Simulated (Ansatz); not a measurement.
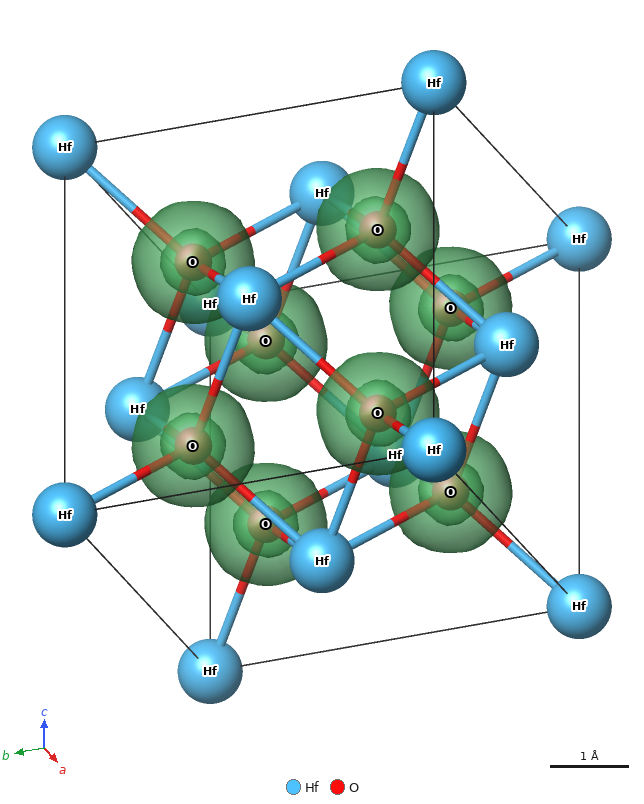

*HfO2. Isosurface of the ELF at 0.75 (green), seen at an oblique angle. Core shells and regions of very low density are left out. Sticks mark near contacts.*

Space group Fmmm; changed on purpose from its base cell (strain +0.0250 x Voigt [1, -1, 0, 0, 0, 0], atoms carried along); computed pressure about −2 GPa in this cell.

Computed with DFT PBE, scalar-relativistic, plane waves, PAW (Ansatz 0.2.0).

Core electrons are frozen (PAW), and the valence fields are smoothed inside the atomic spheres.

```
Hf O
1.0
     0.00000   -4.98712    0.00000
     0.00000    0.00000    5.11500
    -5.24287    0.00000    0.00000
Hf O
4 8
Direct
  0.50000 0.00000 0.50000
  0.00000 0.00000 0.00000
  0.50000 0.50000 0.00000
  0.00000 0.50000 0.50000
  0.75000 0.25000 0.75000
  0.25000 0.25000 0.25000
  0.75000 0.75000 0.25000
  0.25000 0.75000 0.75000
  0.75000 0.25000 0.25000
  0.25000 0.25000 0.75000
  0.75000 0.75000 0.75000
  0.25000 0.75000 0.25000
```

**What do the ELF domains correspond to?**

The ELF exceeds this value in eight regions wrapped around O (the valence shell of each), counted in one cell of 12 atoms. Any copies at cell faces, edges or corners count once.

Values along the shortest contacts:
Hf–O (2.22 Å): the ELF peaks at about 0.85 in the valence shell of O, 0.6 Å from its nucleus, and drops to about 0.15 between the two atoms; no localised pair shows between them.

**Metal or insulator at this level of theory?**

It is gapped, with a Kohn–Sham gap of 3.3 eV on the k-point mesh (the band edges may lie off the mesh, which would make the gap smaller).
